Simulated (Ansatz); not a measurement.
**Geometry relaxation, with input and output: W₁₆S₃₃ (charge −2) (part 1 of 4)**

- system: W₁₆S₃₃ (defect cell, 49 atoms in the cell, total charge −2)
- method: DFT PBE, scalar-relativistic, plane waves, PAW, no spin polarisation (Ansatz 0.2.0)

The structure derives from a Materials Project entry. It belongs to a series of runs on one base structure; here: S interstitial, charge -2, atoms relaxed at the host's cell.

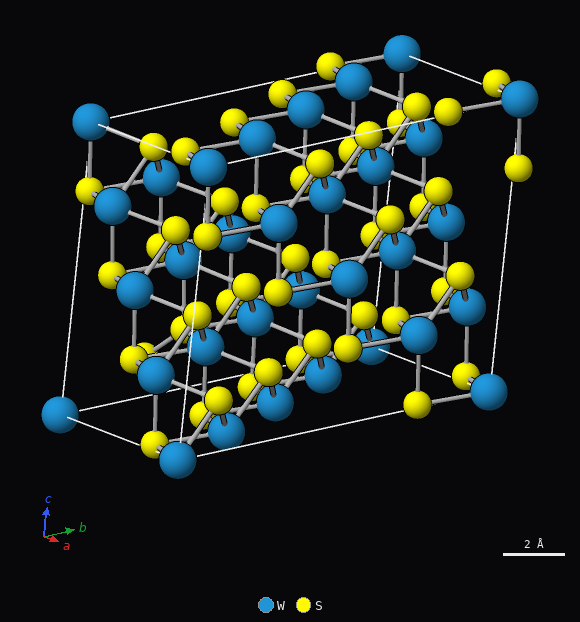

**Figure 1.** The starting structure (ball-and-stick view of the cell of the calculation, seen slightly off an axis). Near neighbours in the crystal (not all of them lie inside the picture): W has 6 S at 2.40 to 2.43 Å; S has 3 W at 2.41 to 2.43 Å; S has 1 S at 1.94 Å and 3 W at 2.40 Å; S has 1 S at 1.94 Å.

The input
```yaml
crystal:
  lattice:
    - [6.375494673, 3.6808935657, 7.4744489262]
    - [-6.375494673, 3.6808935657, 7.4744489262]
    - [0.0, -7.3617871314, 7.4744489262]
  atoms:
    - { symbol: W, position: [-0.0015593312, 0.2494023612, 0.7504907804] }
    - { symbol: W, position: [3.18807e-05, 0.499668233, 0.5015559011] }
    - { symbol: W, position: [-0.0015663516, 0.7485658195, 0.2512362817] }
    - { symbol: W, position: [0.2494023612, -0.0015593312, 0.7504907804] }
    - { symbol: W, position: [-0.0018123826, -0.0018123826, 4.86009e-05] }
    - { symbol: W, position: [0.2497469516, 0.2497469516, 0.507267076] }
    - { symbol: W, position: [0.2496734311, 0.5052126619, 0.2516100944] }
    - { symbol: W, position: [0.4988821658, 0.7489513364, 0.7508114632] }
    - { symbol: W, position: [0.2493881193, 0.7485426904, 0.0002985752] }
    - { symbol: W, position: [0.499668233, 3.18807e-05, 0.5015559011] }
    - { symbol: W, position: [0.5052126619, 0.2496734311, 0.2516100944] }
    - { symbol: W, position: [0.7489513364, 0.4988821658, 0.7508114632] }
    - { symbol: W, position: [0.4996341769, 0.4996341769, 0.0018732158] }
    - { symbol: W, position: [0.748956628, 0.748956628, 0.5007234641] }
    - { symbol: W, position: [0.7485658195, -0.0015663516, 0.2512362817] }
    - { symbol: W, position: [0.7485426904, 0.2493881193, 0.0002985752] }
    - { symbol: S, position: [0.4044239276, 0.6559048334, 0.1529445584] }
    - { symbol: S, position: [0.4022871582, 0.902234709, 0.9041668333] }
    - { symbol: S, position: [0.4045144377, 0.1510524815, 0.6579031976] }
    - { symbol: S, position: [0.6559048334, 0.4044239276, 0.1529445584] }
    - { symbol: S, position: [0.4036829207, 0.4036829207, 0.4055265874] }
    - { symbol: S, position: [0.6528589665, 0.6528589665, 0.9036698054] }
    - { symbol: S, position: [0.6529042505, 0.9017732918, 0.6547570406] }
    - { symbol: S, position: [0.9009512713, 0.1514775699, 0.1533104292] }
    - { symbol: S, position: [0.6559505932, 0.1510794965, 0.4062991798] }
    - { symbol: S, position: [0.902234709, 0.4022871582, 0.9041668333] }
    - { symbol: S, position: [0.9017732918, 0.6529042505, 0.6547570406] }
    - { symbol: S, position: [0.1514775699, 0.9009512713, 0.1533104292] }
    - { symbol: S, position: [0.9022860381, 0.9022860381, 0.4040855158] }
    - { symbol: S, position: [0.1514531801, 0.1514531801, 0.9029280639] }
    - { symbol: S, position: [0.1510524815, 0.4045144377, 0.6579031976] }
    - { symbol: S, position: [0.1510794965, 0.6559505932, 0.4062991798] }
    - { symbol: S, position: [0.262844278, 0.511897041, 0.0163889279] }
    - { symbol: S, position: [0.2623152396, 0.7617817503, 0.7636332236] }
    - { symbol: S, position: [0.2628802771, 0.0145872858, 0.5138542013] }
    - { symbol: S, position: [0.511897041, 0.262844278, 0.0163889279] }
    - { symbol: S, position: [0.2686329607, 0.2686329607, 0.2708116807] }
    - { symbol: S, position: [0.5120877941, 0.5120877941, 0.7650923952] }
    - { symbol: S, position: [0.5120729687, 0.7632955045, 0.5139387152] }
    - { symbol: S, position: [0.7610775518, 0.0121040958, 0.0139543288] }
    - { symbol: S, position: [0.5119040319, 0.0145062608, 0.2647738366] }
    - { symbol: S, position: [0.7617817503, 0.2623152396, 0.7636332236] }
    - { symbol: S, position: [0.7632955045, 0.5120729687, 0.5139387152] }
    - { symbol: S, position: [0.0121040958, 0.7610775518, 0.0139543288] }
    - { symbol: S, position: [0.7617747468, 0.7617747468, 0.2641518125] }
    - { symbol: S, position: [0.0121441109, 0.0121441109, 0.7629238615] }
    - { symbol: S, position: [0.0145872858, 0.2628802771, 0.5138542013] }
    - { symbol: S, position: [0.0145062608, 0.5119040319, 0.2647738366] }
    - { symbol: S, position: [0.1817405857, 0.1817405857, 0.1849927846] }
  host:
    lattice:
      - [1.5938736683, 0.9202233914, 7.4744489262]
      - [-1.5938736683, 0.9202233914, 7.4744489262]
      - [0.0, -1.8404467828, 7.4744489262]
    atoms:
      - { symbol: W, position: [0.0006774492, 0.0006774492, 0.0006774492] }
      - { symbol: S, position: [0.4040742748, 0.4040742748, 0.4040742748] }
      - { symbol: S, position: [0.263948276, 0.263948276, 0.263948276] }
total_charge: -2
basis:
  ecutwfc: 420
  xc_grid: 2
kpoints:
  mp_grid: { grid: [2, 2, 2], shift: [0.5, 0.5, 0.5] }
hamiltonian:
  xc: pbe
scf:
  occupations: { method: gaussian, width: 0.01 }
output:
  forces: true
  stress: false
  eigenvalues: true
  charged_corrections:
    defect_position: [0.125, 0.125, 0.21875]
    epsilon: [[11.5894, 0.0, 0.0], [0.0, 11.5894, 0.0], [0.0, 0.0, 3.2073]]
  write_density: true
  write_potential: true
  elf: true
  volumetric_format: npy
relax:
  adjacent_minimum: "off"
  f_tol: 0.025
  max_steps: 45
```

Run as:
```bash
ansatz run input.yaml --threads 4 --pin off --max-ram 6144MiB --backend cpu --events-out ev --progress --plain --runs-dir out
```

What the program printed
```
Engine: ansatz 0.2.0, aarch64-unknown-linux-gnu
Pseudopotentials: kind: paw
Pseudopotential: W, paw, valence charge 14, recommended cutoff 420 eV (normal), W.paw.azcp
Pseudopotential: S, paw, valence charge 6, recommended cutoff 420 eV (normal), S.paw.azcp
Functional definition: PBE
  parameter kappa = 0.804
  parameter beta = 0.06672455060314922
  exchange = pbe_x(kappa = kappa, mu = beta*pi^2/3)
  correlation = pbe_c(beta = beta)
Crystal: 49 atoms, lattice volume = 1052.441 Å³
Basis set: ecut = 420 eV, 20557 PW (Γ), exchange–correlation on 144×144×144 points (8 copies of the dense FFT grid, shifted against one another)
Bands: 261, of which v1, the nominal top of the filled ones, is band 212 counted from 1 (211 counted from 0)
Symmetry: 2 space group operations
Space group: Cm (ITA 8), of the structure as read, at distance tolerance 1.0e-4 Å
k-points: 3 of 8 (time reversal used)
Non-local potential: W, projectors of the file, l = 0: 3, l = 1: 2, l = 2: 2, l = 3: 1
Non-local potential: S, projectors of the file, l = 0: 2, l = 1: 2, l = 2: 2
PAW form: soft (Blöchl's): semilocal exchange-correlation on the pseudo side does not see the compensation charge
PAW one-centre angular grid: W, 590 points (default); XC on 64 Gauss nodes
PAW one-centre angular grid: S, 110 points (default); XC on 64 Gauss nodes
Initial density: superposition of atomic densities (neutral atoms scaled as one to the charged cell's electrons: chi_scale 0, normalization atom), corrected by the library's trained network
Initial wavefunctions: pseudopotential atomic-orbital guess
Functional: x = pbe(κ = 0.804, μ = 0.2195149727645171), c = pbe(β = 0.06672455060314922)
SCF iter   1: F=—  HF=-195944.429119 eV  |F-HF|=—  |Δ(HF+E_count)|=         —  Δρ=1.28e-2  dr2=6.73e0  ethr=1.77e-3  ⟨swp⟩=7.0  Hψ=3185  notcnv=0  defer=57
preconditioner: auto → Resta (q_TF=auto, 2.345 Å⁻¹)  ε∞=6.5  [insulator: Δε(μ)=0.096 eV  Ē_g=8.430 eV  σ=0.010 eV  W_gap=1.00  n_scr=232 (ndim 8)  ℏωp=19.7 eV  f_vac=0.174  D(μ)=0.00/eV (n_scr^D=0)  ε∞_Penn≈6.5]
SCF iter   2: F=—  HF=-195943.545596 eV  |F-HF|=—  |Δ(HF+E_count)|=   8.84e-1  Δρ=5.04e-3  dr2=4.89e-1  ethr=1.59e-3  ⟨swp⟩=2.0  Hψ=1009  notcnv=0  defer=125
preconditioner: auto → LDOS  [insulator: Δε(μ)=0.013 eV  Ē_g=8.287 eV  σ=0.010 eV  W_gap=0.54  n_scr=232 (ndim 8)  ℏωp=19.7 eV  f_vac=0.174  D(μ)=105.71/eV (n_scr^D=1390)  ε∞_Penn≈6.6  β→1.0]
SCF iter   3: F=—  HF=-195943.496124 eV  |F-HF|=—  |Δ(HF+E_count)|=   4.95e-2  Δρ=1.82e-3  dr2=9.40e-2  ethr=1.15e-4  ⟨swp⟩=2.3  Hψ=1055  notcnv=0  defer=125
SCF iter   4: F=—  HF=-195943.493875 eV  |F-HF|=—  |Δ(HF+E_count)|=   2.25e-3  Δρ=9.07e-4  dr2=3.54e-2  ethr=2.22e-5  ⟨swp⟩=2.3  Hψ=1125  notcnv=0  defer=125
SCF iter   5: F=—  HF=-195943.491540 eV  |F-HF|=—  |Δ(HF+E_count)|=   2.34e-3  Δρ=6.50e-4  dr2=2.11e-2  ethr=8.35e-6  ⟨swp⟩=2.0  Hψ=1028  notcnv=0  defer=125
SCF iter   6: F=—  HF=-195943.490584 eV  |F-HF|=—  |Δ(HF+E_count)|=   9.56e-4  Δρ=4.82e-4  dr2=8.90e-3  ethr=4.97e-6  ⟨swp⟩=2.0  Hψ=865  notcnv=0  defer=125
SCF iter   7: F=—  HF=-195943.493602 eV  |F-HF|=—  |Δ(HF+E_count)|=   3.02e-3  Δρ=3.25e-4  dr2=3.83e-3  ethr=2.10e-6  ⟨swp⟩=2.0  Hψ=786  notcnv=0  defer=125
SCF iter   8: F=—  HF=-195943.493296 eV  |F-HF|=—  |Δ(HF+E_count)|=   3.06e-4  Δρ=1.57e-4  dr2=1.13e-3  ethr=9.03e-7  ⟨swp⟩=2.0  Hψ=861  notcnv=0  defer=125
SCF iter   9: F=—  HF=-195943.493264 eV  |F-HF|=—  |Δ(HF+E_count)|=   3.22e-5  Δρ=7.11e-5  dr2=1.55e-4  ethr=2.66e-7  ⟨swp⟩=2.0  Hψ=1007  notcnv=0  defer=125
SCF iter  10: F=—  HF=-195943.493261 eV  |F-HF|=—  |Δ(HF+E_count)|=   3.20e-6  Δρ=3.83e-5  dr2=6.56e-5  ethr=3.66e-8  ⟨swp⟩=2.0  Hψ=1109  notcnv=0  defer=125
SCF iter  11: F=—  HF=-195943.493257 eV  |F-HF|=—  |Δ(HF+E_count)|=   3.62e-6  Δρ=2.10e-5  dr2=2.13e-5  ethr=1.55e-8  ⟨swp⟩=2.0  Hψ=1008  notcnv=0  defer=125
SCF iter  12: F=-195943.493251 eV  HF=-195943.493255 eV  |F-HF|=3.69e-6  |Δ(HF+E_count)|=   2.13e-6  Δρ=1.14e-5  dr2=4.96e-6  ethr=3.69e-9  ⟨swp⟩=22.3  Hψ=7593  notcnv=0
SCF 1 converged in 12 iterations: F = -195943.493251 eV  dr2 = 4.96e-6
  greatest PAW one-centre occupation: 1.000 electrons in one spin orbital (limit 2), on the W atom at site 4 (counted from 0), in its partial waves of l = 0
relax step   1: F+E_penalty+E_count = -195943.49325115 eV  Δ(F+E_penalty+E_count) = +0.000e0 eV  max|allowed force component| = 9.709e-1 eV/Å  Δτ_max = 0.0000 Å  (12 SCF iters, dr2 threshold 1.56e-5 eV, accepted)
Initial density: handed on by an earlier stage of this run
Initial wavefunctions: those handed on with the density
iter 1 solved again at ethr=1.29e-4 eV; its pass at ethr=3.10e-3 eV (dr2=5.47e-1 eV) is discarded
SCF iter   1: F=—  HF=-195943.914523 eV  |F-HF|=—  |Δ(HF+E_count)|=         —  Δρ=5.32e-3  dr2=5.71e-1  ethr=1.29e-4  ⟨swp⟩=2.0  Hψ=2445  notcnv=0  defer=121
preconditioner: auto → Resta (q_TF=auto, 2.345 Å⁻¹)  ε∞=6.7  [insulator: Δε(μ)=0.367 eV  Ē_g=8.282 eV  σ=0.010 eV  W_gap=1.00  n_scr=232 (ndim 8)  ℏωp=19.7 eV  f_vac=0.163  D(μ)=0.00/eV (n_scr^D=0)  ε∞_Penn≈6.7]
SCF iter   2: F=—  HF=-195943.836927 eV  |F-HF|=—  |Δ(HF+E_count)|=   7.76e-2  Δρ=2.66e-3  dr2=6.41e-2  ethr=1.29e-4  ⟨swp⟩=5.0  Hψ=1171  notcnv=0  defer=121
SCF iter   3: F=—  HF=-195943.827724 eV  |F-HF|=—  |Δ(HF+E_count)|=   9.20e-3  Δρ=1.29e-3  dr2=2.31e-2  ethr=1.51e-5  ⟨swp⟩=3.7  Hψ=1206  notcnv=0  defer=118
SCF iter   4: F=—  HF=-195943.828620 eV  |F-HF|=—  |Δ(HF+E_count)|=   8.97e-4  Δρ=4.17e-4  dr2=2.27e-3  ethr=5.45e-6  ⟨swp⟩=2.3  Hψ=1124  notcnv=0  defer=118
SCF iter   5: F=—  HF=-195943.828570 eV  |F-HF|=—  |Δ(HF+E_count)|=   5.02e-5  Δρ=1.26e-4  dr2=3.72e-4  ethr=5.36e-7  ⟨swp⟩=2.0  Hψ=1083  notcnv=0  defer=118
SCF iter   6: F=—  HF=-195943.828582 eV  |F-HF|=—  |Δ(HF+E_count)|=   1.24e-5  Δρ=5.98e-5  dr2=8.43e-5  ethr=8.78e-8  ⟨swp⟩=2.0  Hψ=1017  notcnv=0  defer=118
SCF iter   7: F=-195943.828583 eV  HF=-195943.828596 eV  |F-HF|=1.33e-5  |Δ(HF+E_count)|=   1.34e-5  Δρ=3.23e-5  dr2=3.35e-5  ethr=1.39e-8  ⟨swp⟩=20.7  Hψ=8923  notcnv=0
SCF 2 converged in 7 iterations: F = -195943.828583 eV  dr2 = 3.35e-5
  greatest PAW one-centre occupation: 1.000 electrons in one spin orbital (limit 2), on the W atom at site 9 (counted from 0), in its partial waves of l = 0
relax step   2: F+E_penalty+E_count = -195943.82858253 eV  Δ(F+E_penalty+E_count) = -3.353e-1 eV  max|allowed force component| = 7.827e-1 eV/Å  Δτ_max = 0.1400 Å  (7 SCF iters, dr2 threshold 5.89e-5 eV, accepted)
iter 1 solved again at ethr=1.29e-4 eV; its pass at ethr=3.10e-3 eV (dr2=5.46e-1 eV) is discarded
SCF iter   1: F=—  HF=-195943.553836 eV  |F-HF|=—  |Δ(HF+E_count)|=         —  Δρ=7.31e-3  dr2=5.46e-1  ethr=1.29e-4  ⟨swp⟩=2.0  Hψ=3119  notcnv=0  defer=118
preconditioner: auto → Resta (q_TF=auto, 2.345 Å⁻¹)  ε∞=6.7  [insulator: Δε(μ)=0.686 eV  Ē_g=8.221 eV  σ=0.010 eV  W_gap=1.00  n_scr=232 (ndim 8)  ℏωp=19.7 eV  f_vac=0.162  D(μ)=0.00/eV (n_scr^D=0)  ε∞_Penn≈6.7]
SCF iter   2: F=—  HF=-195943.466023 eV  |F-HF|=—  |Δ(HF+E_count)|=   8.78e-2  Δρ=3.97e-3  dr2=1.11e-1  ethr=1.29e-4  ⟨swp⟩=2.0  Hψ=1034  notcnv=0  defer=118
SCF iter   3: F=—  HF=-195943.453522 eV  |F-HF|=—  |Δ(HF+E_count)|=   1.25e-2  Δρ=1.65e-3  dr2=7.59e-2  ethr=2.62e-5  ⟨swp⟩=3.0  Hψ=1190  notcnv=0  defer=124
SCF iter   4: F=—  HF=-195943.445803 eV  |F-HF|=—  |Δ(HF+E_count)|=   7.72e-3  Δρ=4.15e-4  dr2=1.95e-3  ethr=1.79e-5  ⟨swp⟩=2.0  Hψ=1019  notcnv=0  defer=124
SCF iter   5: F=—  HF=-195943.448093 eV  |F-HF|=—  |Δ(HF+E_count)|=   2.29e-3  Δρ=1.50e-4  dr2=5.21e-4  ethr=4.60e-7  ⟨swp⟩=2.0  Hψ=1169  notcnv=0  defer=124
SCF iter   6: F=—  HF=-195943.448109 eV  |F-HF|=—  |Δ(HF+E_count)|=   1.57e-5  Δρ=7.30e-5  dr2=1.61e-4  ethr=1.23e-7  ⟨swp⟩=2.0  Hψ=1071  notcnv=0  defer=124
SCF iter   7: F=-195943.448126 eV  HF=-195943.448117 eV  |F-HF|=8.98e-6  |Δ(HF+E_count)|=   8.05e-6  Δρ=2.86e-5  dr2=2.16e-5  ethr=9.03e-9  ⟨swp⟩=18.3  Hψ=8082  notcnv=0
SCF 3 converged in 7 iterations: F = -195943.448126 eV  dr2 = 2.16e-5
relax step   3: F+E_penalty+E_count = -195943.44812593 eV  Δ(F+E_penalty+E_count) = +3.805e-1 eV  max|allowed force component| = 1.377e0 eV/Å  Δτ_max = 0.1936 Å  (7 SCF iters, dr2 threshold 3.83e-5 eV, rejected (line search))
SCF iter   1: F=—  HF=-195943.992615 eV  |F-HF|=—  |Δ(HF+E_count)|=         —  Δρ=5.52e-3  dr2=2.98e-1  ethr=7.26e-4  ⟨swp⟩=5.0  Hψ=1892  notcnv=0  defer=11
preconditioner: auto → Resta (q_TF=auto, 2.345 Å⁻¹)  ε∞=6.7  [insulator: Δε(μ)=0.395 eV  Ē_g=8.271 eV  σ=0.010 eV  W_gap=1.00  n_scr=232 (ndim 8)  ℏωp=19.7 eV  f_vac=0.165  D(μ)=0.00/eV (n_scr^D=0)  ε∞_Penn≈6.7]
SCF iter   2: F=—  HF=-195943.933290 eV  |F-HF|=—  |Δ(HF+E_count)|=   5.93e-2  Δρ=3.01e-3  dr2=6.22e-2  ethr=7.03e-5  ⟨swp⟩=2.0  Hψ=1280  notcnv=0  defer=119
SCF iter   3: F=—  HF=-195943.928234 eV  |F-HF|=—  |Δ(HF+E_count)|=   5.06e-3  Δρ=1.27e-3  dr2=4.63e-2  ethr=1.47e-5  ⟨swp⟩=3.0  Hψ=1169  notcnv=0  defer=119
SCF iter   4: F=—  HF=-195943.923373 eV  |F-HF|=—  |Δ(HF+E_count)|=   4.86e-3  Δρ=3.44e-4  dr2=1.41e-3  ethr=1.09e-5  ⟨swp⟩=2.0  Hψ=977  notcnv=0  defer=119
SCF iter   5: F=—  HF=-195943.923422 eV  |F-HF|=—  |Δ(HF+E_count)|=   4.90e-5  Δρ=1.10e-4  dr2=2.05e-4  ethr=3.32e-7  ⟨swp⟩=2.0  Hψ=1108  notcnv=0  defer=119
SCF iter   6: F=—  HF=-195943.923453 eV  |F-HF|=—  |Δ(HF+E_count)|=   3.09e-5  Δρ=6.73e-5  dr2=1.43e-4  ethr=4.84e-8  ⟨swp⟩=2.0  Hψ=1108  notcnv=0  defer=119
SCF iter   7: F=—  HF=-195943.923465 eV  |F-HF|=—  |Δ(HF+E_count)|=   1.22e-5  Δρ=2.58e-5  dr2=1.65e-5  ethr=3.36e-8  ⟨swp⟩=2.0  Hψ=989  notcnv=0  defer=119
SCF iter   8: F=—  HF=-195943.926478 eV  |F-HF|=—  |Δ(HF+E_count)|=   3.01e-3  Δρ=1.01e-5  dr2=2.81e-6  ethr=3.89e-9  ⟨swp⟩=2.0  Hψ=1227  notcnv=0  defer=119
SCF iter   9: F=—  HF=-195943.926479 eV  |F-HF|=—  |Δ(HF+E_count)|=   1.08e-6  Δρ=6.22e-6  dr2=1.35e-6  ethr=6.62e-10  ⟨swp⟩=2.3  Hψ=1109  notcnv=0  defer=119
SCF iter  10: F=—  HF=-195943.926479 eV  |F-HF|=—  |Δ(HF+E_count)|=   9.00e-8  Δρ=3.02e-6  dr2=2.99e-7  ethr=3.17e-10  ⟨swp⟩=2.0  Hψ=1004  notcnv=0  defer=119
SCF iter  11: F=—  HF=-195943.926479 eV  |F-HF|=—  |Δ(HF+E_count)|=   6.80e-8  Δρ=1.93e-6  dr2=1.18e-7  ethr=2.36e-11  ⟨swp⟩=17.0  Hψ=6201  notcnv=0
SCF iter  12: F=-195943.926479 eV  HF=-195943.926479 eV  |F-HF|=6.75e-9  |Δ(HF+E_count)|=   1.54e-8  Δρ=9.08e-7  dr2=2.36e-8  ethr=2.36e-11  ⟨swp⟩=9.0  Hψ=5025  notcnv=0
SCF 4 converged in 12 iterations: F = -195943.926479 eV  dr2 = 2.36e-8
relax step   4: F+E_penalty+E_count = -195943.92647929 eV  Δ(F+E_penalty+E_count) = -9.790e-2 eV  max|allowed force component| = 4.394e-1 eV/Å  Δτ_max = 0.0538 Å  (12 SCF iters, accepted)
SCF iter   1: F=—  HF=-195943.935311 eV  |F-HF|=—  |Δ(HF+E_count)|=         —  Δρ=3.46e-4  dr2=1.11e-3  ethr=2.56e-6  ⟨swp⟩=3.0  Hψ=1498  notcnv=0  defer=119
preconditioner: auto → Resta (q_TF=auto, 2.345 Å⁻¹)  ε∞=6.7  [insulator: Δε(μ)=0.402 eV  Ē_g=8.274 eV  σ=0.010 eV  W_gap=1.00  n_scr=232 (ndim 8)  ℏωp=19.7 eV  f_vac=0.165  D(μ)=0.00/eV (n_scr^D=0)  ε∞_Penn≈6.7]
SCF iter   2: F=—  HF=-195943.937082 eV  |F-HF|=—  |Δ(HF+E_count)|=   1.77e-3  Δρ=1.87e-4  dr2=2.62e-4  ethr=2.63e-7  ⟨swp⟩=2.0  Hψ=1347  notcnv=0  defer=119
SCF iter   3: F=—  HF=-195943.937039 eV  |F-HF|=—  |Δ(HF+E_count)|=   4.31e-5  Δρ=5.64e-5  dr2=9.82e-5  ethr=6.17e-8  ⟨swp⟩=2.0  Hψ=1114  notcnv=0  defer=119
SCF iter   4: F=-195943.937024 eV  HF=-195943.937029 eV  |F-HF|=4.47e-6  |Δ(HF+E_count)|=   1.04e-5  Δρ=1.90e-5  dr2=8.14e-6  ethr=1.43e-8  ⟨swp⟩=18.0  Hψ=8444  notcnv=0
SCF 5 converged in 4 iterations: F = -195943.937024 eV  dr2 = 8.14e-6
  greatest PAW one-centre occupation: 1.000 electrons in one spin orbital (limit 2), on the W atom at site 12 (counted from 0), in its partial waves of l = 0
relax step   5: F+E_penalty+E_count = -195943.93702427 eV  Δ(F+E_penalty+E_count) = -1.054e-2 eV  max|allowed force component| = 2.020e-1 eV/Å  Δτ_max = 0.0110 Å  (4 SCF iters, dr2 threshold 6.08e-5 eV, accepted)
SCF iter   1: F=—  HF=-195943.940746 eV  |F-HF|=—  |Δ(HF+E_count)|=         —  Δρ=8.97e-4  dr2=7.55e-3  ethr=2.09e-5  ⟨swp⟩=3.0  Hψ=1422  notcnv=0  defer=123
preconditioner: auto → Resta (q_TF=auto, 2.345 Å⁻¹)  ε∞=6.6  [insulator: Δε(μ)=0.440 eV  Ē_g=8.288 eV  σ=0.010 eV  W_gap=1.00  n_scr=232 (ndim 8)  ℏωp=19.7 eV  f_vac=0.166  D(μ)=0.00/eV (n_scr^D=0)  ε∞_Penn≈6.6]
SCF iter   2: F=—  HF=-195943.942539 eV  |F-HF|=—  |Δ(HF+E_count)|=   1.79e-3  Δρ=4.73e-4  dr2=1.71e-3  ethr=1.78e-6  ⟨swp⟩=2.0  Hψ=1255  notcnv=0  defer=123
SCF iter   3: F=—  HF=-195943.942338 eV  |F-HF|=—  |Δ(HF+E_count)|=   2.02e-4  Δρ=1.99e-4  dr2=1.02e-3  ethr=4.03e-7  ⟨swp⟩=2.0  Hψ=1108  notcnv=0  defer=123
SCF iter   4: F=—  HF=-195943.942224 eV  |F-HF|=—  |Δ(HF+E_count)|=   1.14e-4  Δρ=5.18e-5  dr2=4.69e-5  ethr=2.40e-7  ⟨swp⟩=2.0  Hψ=959  notcnv=0  defer=123
SCF iter   5: F=—  HF=-195943.942223 eV  |F-HF|=—  |Δ(HF+E_count)|=   2.72e-7  Δρ=2.29e-5  dr2=1.60e-5  ethr=1.11e-8  ⟨swp⟩=2.0  Hψ=1028  notcnv=0  defer=123
SCF iter   6: F=-195943.942223 eV  HF=-195943.942223 eV  |F-HF|=1.58e-7  |Δ(HF+E_count)|=   1.95e-7  Δρ=9.85e-6  dr2=2.72e-6  ethr=2.03e-9  ⟨swp⟩=18.7  Hψ=7324  notcnv=0
SCF 6 converged in 6 iterations: F = -195943.942223 eV  dr2 = 2.72e-6
relax step   6: F+E_penalty+E_count = -195943.94222311 eV  Δ(F+E_penalty+E_count) = -5.199e-3 eV  max|allowed force component| = 9.028e-2 eV/Å  Δτ_max = 0.0240 Å  (6 SCF iters, dr2 threshold 8.62e-6 eV, accepted)
```
